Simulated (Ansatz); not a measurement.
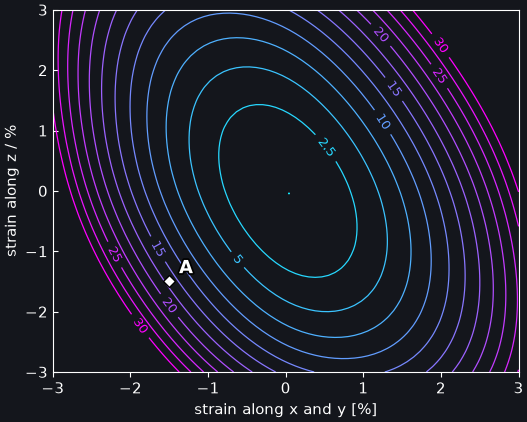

Al2Ru (I4/mmm, No. 139; 3 atoms in the cell). The cell is strained homogeneously, by one strain along x and y and another along z, with fractional coordinates fixed (x along [1 0 0], z along [0 0 1] of the conventional cell). First axis: strain along x and y. Second axis: strain along z. Grid: 5 × 5 points. Points are written as (first, second). Energies are in meV/atom, from the lowest grid point. Level of theory: DFT PBEsol, scalar-relativistic, plane waves, PAW in Ansatz. Settings: cutoff 420 eV, k-mesh 22×22×22, gaussian smearing 0.15 eV, no spin polarisation.

Drawn: contour lines labelled in meV/atom (none above 30), the point A. Between grid points the surface is interpolated.

Q: Which way does the force act at A, and how strong is it?

A: A, at (−1.5 %, −1.5 %), is not a stationary point. The computed force is 15 meV/atom for each 1 % towards larger values of strain along x and y and 7.8 meV/atom for each 1 % towards larger values of strain along z.
